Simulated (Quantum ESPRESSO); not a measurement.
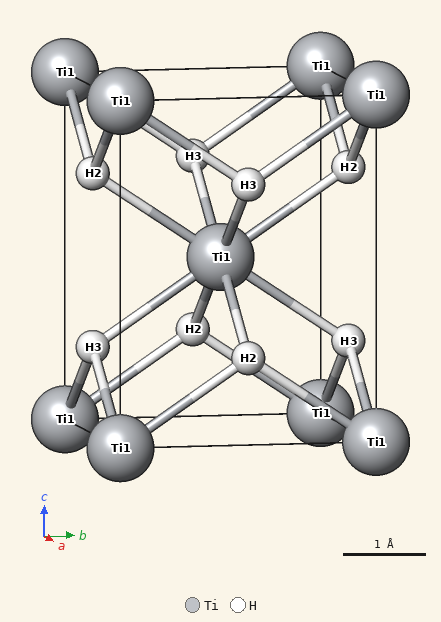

*The input geometry (ball-and-stick view of the cell 2 times as large as that of the calculation, set on its symmetry axes, seen slightly off an axis; atoms are numbered from 1 in the order of the input). An atom can appear more than once, as a periodic image.*

Near neighbours in the periodic cell (some may lie outside the picture): Ti has 8 H at 1.92 Å; H has 4 Ti at 1.92 Å.

**Run report: TiH2, relaxation of cell and atoms (part 1 of 3)**

The run: relaxation of cell and atoms of TiH2 (I4/mmm, 3 atoms in the cell). Method and program: Kohn-Sham DFT of a periodic cell, PBEsol, GBRV 1.5 PBEsol, no spin polarisation (Quantum ESPRESSO 7.5).

The structure derives from an entry of the Crystallography Open Database.

### The input
```
&CONTROL
  calculation = 'vc-relax'
  prefix = 'pwscf'
  outdir = './tmp'
  pseudo_dir = './pseudo'
  tprnfor = .true.
  tstress = .true.
  disk_io = 'low'
  nstep = 40
  forc_conv_thr = 0.0004
  etot_conv_thr = 1d-05
/
&SYSTEM
  ibrav = 0
  nat = 3
  ntyp = 2
  ecutwfc = 45
  ecutrho = 360
  nbnd = 13
  occupations = 'smearing'
  smearing = 'mp'
  degauss = 0.00734986
/
&ELECTRONS
  conv_thr = 6d-10
  electron_maxstep = 120
  mixing_beta = 0.5
/
&IONS
  ion_dynamics = 'bfgs'
/
&CELL
  cell_dynamics = 'bfgs'
  press = 0
  press_conv_thr = 0.3
/
ATOMIC_SPECIES
Ti    47.8670 ti_pbesol_v1.4.uspp.F.UPF
H      1.0080 h_pbesol_v1.4.uspp.F.UPF
CELL_PARAMETERS angstrom
  -1.5965000000    1.5965000000    2.1335000000
   1.5965000000   -1.5965000000    2.1335000000
   1.5965000000    1.5965000000   -2.1335000000
ATOMIC_POSITIONS crystal
Ti     0.0000000000    0.0000000000    0.0000000000
H      0.7500000000    0.2500000000    0.5000000000
H      0.2500000000    0.7500000000    0.5000000000
K_POINTS automatic
14 14 10 0 0 0
```

Launched with:
```bash
OMP_NUM_THREADS=1 pw.x -in pw.in > pw.out
```

### Output
```
This program is part of the open-source Quantum ESPRESSO suite
     for quantum simulation of materials; please cite
         "P. Giannozzi et al., J. Phys.:Condens. Matter 21 395502 (2009);
         "P. Giannozzi et al., J. Phys.:Condens. Matter 29 465901 (2017);
         "P. Giannozzi et al., J. Chem. Phys. 152 154105 (2020);
          URL
     in publications or presentations arising from this work. More details at

     Message from routine setup:
     using ibrav=0 with symmetry is DISCOURAGED, use correct ibrav instead

     G-vector sticks info
     --------------------
     sticks:   dense  smooth     PW     G-vecs:    dense   smooth      PW
     Sum         985     495    189                16997     5981    1439

     Using Slab Decomposition

     bravais-lattice index     =            0
     lattice parameter (alat)  =       5.8702  a.u.
     unit-cell volume          =     146.7868 (a.u.)^3
     number of atoms/cell      =            3
     number of atomic types    =            2
     number of electrons       =        14.00
     number of Kohn-Sham states=           13
     kinetic-energy cutoff     =      45.0000  Ry
     charge density cutoff     =     360.0000  Ry
     scf convergence threshold =      6.0E-10
     mixing beta               =       0.5000
     number of iterations used =            8  plain     mixing
     energy convergence thresh.=      1.0E-05
     force convergence thresh. =      4.0E-04
     press convergence thresh. =      3.0E-01
     Exchange-correlation= SLA  PW   PSX  PSC
                           (   1   4  10   8   0   0   0)
     nstep                     =           40

     celldm(1)=   5.870162  celldm(2)=   0.000000  celldm(3)=   0.000000
     celldm(4)=   0.000000  celldm(5)=   0.000000  celldm(6)=   0.000000

     crystal axes: (cart. coord. in units of alat)
               a(1) = (  -0.513946   0.513946   0.686818 )
               a(2) = (   0.513946  -0.513946   0.686818 )
               a(3) = (   0.513946   0.513946  -0.686818 )

     reciprocal axes: (cart. coord. in units 2 pi/alat)
               b(1) = ( -0.000000  0.972864  0.727995 )
               b(2) = (  0.972864 -0.000000  0.727995 )
               b(3) = (  0.972864  0.972864  0.000000 )

     PseudoPot. # 1 for Ti read from file:
     ti_pbesol_v1.4.uspp.F.UPF
     Pseudo is Ultrasoft + core correction, Zval = 12.0
     Generated by new atomic code, or converted to UPF format
     Using radial grid of  851 points,  6 beta functions with:
                l(1) =   0
                l(2) =   0
                l(3) =   1
                l(4) =   1
                l(5) =   2
                l(6) =   2
     Q(r) pseudized with  6 coefficients,  rinner =    1.000   1.000   1.000
                                                       1.000   1.000

     PseudoPot. # 2 for H  read from file:
     h_pbesol_v1.4.uspp.F.UPF
     Pseudo is Ultrasoft, Zval =  1.0
     Generated by new atomic code, or converted to UPF format
     Using radial grid of  615 points,  2 beta functions with:
                l(1) =   0
                l(2) =   0
     Q(r) pseudized with  8 coefficients,  rinner =    0.700

     atomic species   valence    mass     pseudopotential
     Ti               12.00    47.86700     Ti( 1.00)
     H                 1.00     1.00800     H ( 1.00)

     16 Sym. Ops., with inversion, found

   Cartesian axes

     site n.     atom                  positions (alat units)
         1        Ti     tau(   1) = (   0.0000000   0.0000000   0.0000000  )
         2        H      tau(   2) = (  -0.0000000   0.5139463   0.3434088  )
         3        H      tau(   3) = (   0.5139463   0.0000000   0.3434088  )

     number of k points=   509  Methfessel-Paxton smearing, width (Ry)=  0.0073

     Number of k-points >= 100: set verbosity='high' to print them.

     Dense  grid:    16997 G-vectors     FFT dimensions: (  36,  36,  36)

     Smooth grid:     5981 G-vectors     FFT dimensions: (  25,  25,  25)

     Check: negative core charge=   -0.000014

     Initial potential from superposition of free atoms

     starting charge      12.9999, renormalised to      14.0000

     negative rho (up, down):  6.904E-04 0.000E+00
     Starting wfcs are   12 randomized atomic wfcs +    1 random wfcs

     Self-consistent Calculation

     iteration #  1     ecut=    45.00 Ry     beta= 0.50
     Davidson diagonalization with overlap
     ethr =  1.00E-02,  avg # of iterations =  4.1

     negative rho (up, down):  7.106E-04 0.000E+00

     total energy              =    -121.36777128 Ry
     estimated scf accuracy    <       0.68704630 Ry

     iteration #  2     ecut=    45.00 Ry     beta= 0.50
     Davidson diagonalization with overlap
     ethr =  4.91E-03,  avg # of iterations =  2.1

     negative rho (up, down):  6.008E-04 0.000E+00

     total energy              =    -121.55830406 Ry
     estimated scf accuracy    <       0.05711186 Ry

     iteration #  3     ecut=    45.00 Ry     beta= 0.50
     Davidson diagonalization with overlap
     ethr =  4.08E-04,  avg # of iterations =  1.5

     negative rho (up, down):  5.205E-04 0.000E+00

     total energy              =    -121.57067825 Ry
     estimated scf accuracy    <       0.00091628 Ry

     iteration #  4     ecut=    45.00 Ry     beta= 0.50
     Davidson diagonalization with overlap
     ethr =  6.54E-06,  avg # of iterations =  4.2

     negative rho (up, down):  5.123E-04 0.000E+00

     total energy              =    -121.57083400 Ry
     estimated scf accuracy    <       0.00009736 Ry

     iteration #  5     ecut=    45.00 Ry     beta= 0.50
     Davidson diagonalization with overlap
     ethr =  6.95E-07,  avg # of iterations =  2.0

     negative rho (up, down):  5.068E-04 0.000E+00

     total energy              =    -121.57086098 Ry
     estimated scf accuracy    <       0.00000620 Ry

     iteration #  6     ecut=    45.00 Ry     beta= 0.50
     Davidson diagonalization with overlap
     ethr =  4.43E-08,  avg # of iterations =  2.0

     negative rho (up, down):  5.067E-04 0.000E+00

     total energy              =    -121.57086261 Ry
     estimated scf accuracy    <       0.00000038 Ry

     iteration #  7     ecut=    45.00 Ry     beta= 0.50
     Davidson diagonalization with overlap
     ethr =  2.68E-09,  avg # of iterations =  1.8

     negative rho (up, down):  5.066E-04 0.000E+00

     total energy              =    -121.57086270 Ry
     estimated scf accuracy    <          1.1E-09 Ry

     iteration #  8     ecut=    45.00 Ry     beta= 0.50
     Davidson diagonalization with overlap
     ethr =  7.73E-12,  avg # of iterations =  2.5

     negative rho (up, down):  5.067E-04 0.000E+00

     total energy              =    -121.57086270 Ry
     estimated scf accuracy    <          6.7E-10 Ry

     iteration #  9     ecut=    45.00 Ry     beta= 0.50
     Davidson diagonalization with overlap
     ethr =  4.81E-12,  avg # of iterations =  1.4

     negative rho (up, down):  5.067E-04 0.000E+00

     End of self-consistent calculation

     Number of k-points >= 100: set verbosity='high' to print the bands.

     the Fermi energy is    11.8146 ev

!    total energy              =    -121.57086270 Ry
     estimated scf accuracy    <          9.5E-12 Ry
     smearing contrib. (-TS)   =       0.00003350 Ry
     internal energy E=F+TS    =    -121.57089620 Ry

     The total energy is F=E-TS. E is the sum of the following terms:
     one-electron contribution =     -43.36345792 Ry
     hartree contribution      =      25.97130040 Ry
     xc contribution           =     -19.36982172 Ry
     ewald contribution        =     -84.80891697 Ry

     convergence has been achieved in   9 iterations

     negative rho (up, down):  5.067E-04 0.000E+00

     Forces acting on atoms (cartesian axes, Ry/au):

     atom    1 type  1   force =     0.00000000    0.00000000    0.00000000
     atom    2 type  2   force =     0.00000000    0.00000000    0.00000000
     atom    3 type  2   force =    -0.00000000    0.00000000    0.00000000

     Total force =     0.000000     Total SCF correction =     0.000000

     Computing stress (Cartesian axis) and pressure

     negative rho (up, down):  5.067E-04 0.000E+00
          total   stress  (Ry/bohr**3)                   (kbar)     P=      -56.28
  -0.00035834  -0.00000000  -0.00000000          -52.71       -0.00       -0.00
  -0.00000000  -0.00035834  -0.00000000           -0.00      -52.71       -0.00
  -0.00000000  -0.00000000  -0.00043112           -0.00       -0.00      -63.42

     BFGS Geometry Optimization
     Energy error            =      1.7E-03 Ry
     Gradient error          =      3.6E-32 Ry/Bohr
     Cell gradient error     =      6.3E+01 kbar

     number of scf cycles    =   1
     number of bfgs steps    =   0

     enthalpy           new  =    -121.5708626966 Ry

     new trust radius        =       0.0261163579 bohr
     new conv_thr            =       0.0000000006 Ry

     new unit-cell volume =    142.61480 a.u.^3 (    21.13333 Ang^3 )
     density =      3.91953 g/cm^3

CELL_PARAMETERS (angstrom)
  -1.582197883   1.582197883   2.110505090
   1.582197883  -1.582197883   2.110505090
   1.582197883   1.582197883  -2.110505090

ATOMIC_POSITIONS (crystal)
Ti               0.0000000000        0.0000000000        0.0000000000
H                0.7500000000        0.2500000000        0.5000000000
H                0.2500000000        0.7500000000        0.5000000000

     NEW-OLD atomic charge density approx. for the potential
     New effective cutoffs (rho, wfc):  367.48   45.98

     Check: negative core charge=   -0.000014

     negative rho (up, down):  4.871E-04 0.000E+00

     Self-consistent Calculation

     iteration #  1     ecut=    45.00 Ry     beta= 0.50
     Davidson diagonalization with overlap
     ethr =  1.00E-06,  avg # of iterations =  3.2

     negative rho (up, down):  4.918E-04 0.000E+00

     total energy              =    -121.57189217 Ry
     estimated scf accuracy    <       0.00010030 Ry

     iteration #  2     ecut=    45.00 Ry     beta= 0.50
     Davidson diagonalization with overlap
     ethr =  7.16E-07,  avg # of iterations =  2.0

     negative rho (up, down):  4.919E-04 0.000E+00

     total energy              =    -121.57192229 Ry
     estimated scf accuracy    <       0.00001476 Ry

     iteration #  3     ecut=    45.00 Ry     beta= 0.50
     Davidson diagonalization with overlap
     ethr =  1.05E-07,  avg # of iterations =  1.5

     negative rho (up, down):  4.931E-04 0.000E+00

     total energy              =    -121.57192504 Ry
     estimated scf accuracy    <       0.00000058 Ry

     iteration #  4     ecut=    45.00 Ry     beta= 0.50
     Davidson diagonalization with overlap
     ethr =  4.11E-09,  avg # of iterations =  2.0

     negative rho (up, down):  4.933E-04 0.000E+00

     total energy              =    -121.57192508 Ry
     estimated scf accuracy    <       0.00000002 Ry

     iteration #  5     ecut=    45.00 Ry     beta= 0.50
     Davidson diagonalization with overlap
     ethr =  1.55E-10,  avg # of iterations =  2.0

     negative rho (up, down):  4.932E-04 0.000E+00

     total energy              =    -121.57192509 Ry
     estimated scf accuracy    <          6.3E-09 Ry

     iteration #  6     ecut=    45.00 Ry     beta= 0.50
     Davidson diagonalization with overlap
     ethr =  4.46E-11,  avg # of iterations =  1.6

     negative rho (up, down):  4.932E-04 0.000E+00

     End of self-consistent calculation

     Number of k-points >= 100: set verbosity='high' to print the bands.

     the Fermi energy is    12.2255 ev

!    total energy              =    -121.57192509 Ry
     estimated scf accuracy    <          7.0E-12 Ry
     smearing contrib. (-TS)   =       0.00003409 Ry
     internal energy E=F+TS    =    -121.57195918 Ry

     The total energy is F=E-TS. E is the sum of the following terms:
     one-electron contribution =     -42.12398440 Ry
     hartree contribution      =      25.58481765 Ry
     xc contribution           =     -19.40400165 Ry
     ewald contribution        =     -85.62879078 Ry

     convergence has been achieved in   6 iterations

     negative rho (up, down):  4.932E-04 0.000E+00

     Forces acting on atoms (cartesian axes, Ry/au):

     atom    1 type  1   force =    -0.00000000   -0.00000000    0.00000000
     atom    2 type  2   force =     0.00000000   -0.00000000   -0.00000000
     atom    3 type  2   force =    -0.00000000    0.00000000    0.00000000

     Total force =     0.000000     Total SCF correction =     0.000000

     Computing stress (Cartesian axis) and pressure

     negative rho (up, down):  4.932E-04 0.000E+00
          total   stress  (Ry/bohr**3)                   (kbar)     P=      -16.65
  -0.00008182   0.00000000   0.00000000          -12.04        0.00        0.00
   0.00000000  -0.00008182   0.00000000            0.00      -12.04        0.00
   0.00000000   0.00000000  -0.00017594            0.00        0.00      -25.88

     Energy error            =      1.1E-03 Ry
     Gradient error          =      2.4E-32 Ry/Bohr
     Cell gradient error     =      2.6E+01 kbar

     number of scf cycles    =   2
     number of bfgs steps    =   1

     enthalpy           old  =    -121.5708626966 Ry
     enthalpy           new  =    -121.5719250910 Ry

     CASE: enthalpy          _new < enthalpy          _old

     new trust radius        =       0.0152643121 bohr
     new conv_thr            =            6.0E-12 Ry

     new unit-cell volume =    140.84789 a.u.^3 (    20.87150 Ang^3 )
     density =      3.96870 g/cm^3

CELL_PARAMETERS (angstrom)
  -1.577414753   1.577414753   2.097016972
   1.577414753  -1.577414753   2.097016972
   1.577414753   1.577414753  -2.097016972

ATOMIC_POSITIONS (crystal)
Ti               0.0000000000        0.0000000000        0.0000000000
H                0.7500000000        0.2500000000        0.5000000000
H                0.2500000000        0.7500000000        0.5000000000

     NEW-OLD atomic charge density approx. for the potential
     New effective cutoffs (rho, wfc):  371.58   46.57

     Check: negative core charge=   -0.000013

     negative rho (up, down):  4.850E-04 0.000E+00

     Self-consistent Calculation

     iteration #  1     ecut=    45.00 Ry     beta= 0.50
     Davidson diagonalization with overlap
     ethr =  1.00E-06,  avg # of iterations =  3.0

     negative rho (up, down):  4.870E-04 0.000E+00

     total energy              =    -121.57204061 Ry
     estimated scf accuracy    <       0.00001861 Ry

     iteration #  2     ecut=    45.00 Ry     beta= 0.50
     Davidson diagonalization with overlap
     ethr =  1.33E-07,  avg # of iterations =  2.0

     negative rho (up, down):  4.870E-04 0.000E+00

     total energy              =    -121.57204624 Ry
     estimated scf accuracy    <       0.00000280 Ry

     iteration #  3     ecut=    45.00 Ry     beta= 0.50
     Davidson diagonalization with overlap
     ethr =  2.00E-08,  avg # of iterations =  1.4

     negative rho (up, down):  4.875E-04 0.000E+00

     total energy              =    -121.57204672 Ry
     estimated scf accuracy    <       0.00000016 Ry

     iteration #  4     ecut=    45.00 Ry     beta= 0.50
     Davidson diagonalization with overlap
     ethr =  1.13E-09,  avg # of iterations =  1.9

     negative rho (up, down):  4.876E-04 0.000E+00

     total energy              =    -121.57204673 Ry
     estimated scf accuracy    <          5.9E-09 Ry

     iteration #  5     ecut=    45.00 Ry     beta= 0.50
     Davidson diagonalization with overlap
     ethr =  4.22E-11,  avg # of iterations =  2.0

     negative rho (up, down):  4.876E-04 0.000E+00

     total energy              =    -121.57204674 Ry
     estimated scf accuracy    <          5.7E-10 Ry

     iteration #  6     ecut=    45.00 Ry     beta= 0.50
     Davidson diagonalization with overlap
     ethr =  4.04E-12,  avg # of iterations =  1.2

     negative rho (up, down):  4.876E-04 0.000E+00

     total energy              =    -121.57204674 Ry
     estimated scf accuracy    <          2.4E-11 Ry

     iteration #  7     ecut=    45.00 Ry     beta= 0.50
     Davidson diagonalization with overlap
     ethr =  1.72E-13,  avg # of iterations =  2.0

     negative rho (up, down):  4.876E-04 0.000E+00

     End of self-consistent calculation

     Number of k-points >= 100: set verbosity='high' to print the bands.

     the Fermi energy is    12.4064 ev

!    total energy              =    -121.57204674 Ry
     estimated scf accuracy    <          6.8E-13 Ry
     smearing contrib. (-TS)   =       0.00003590 Ry
     internal energy E=F+TS    =    -121.57208263 Ry

     The total energy is F=E-TS. E is the sum of the following terms:
     one-electron contribution =     -41.58333966 Ry
     hartree contribution      =      25.41721031 Ry
     xc contribution           =     -19.41900390 Ry
     ewald contribution        =     -85.98694938 Ry

     convergence has been achieved in   7 iterations

     negative rho (up, down):  4.876E-04 0.000E+00

     Forces acting on atoms (cartesian axes, Ry/au):
```
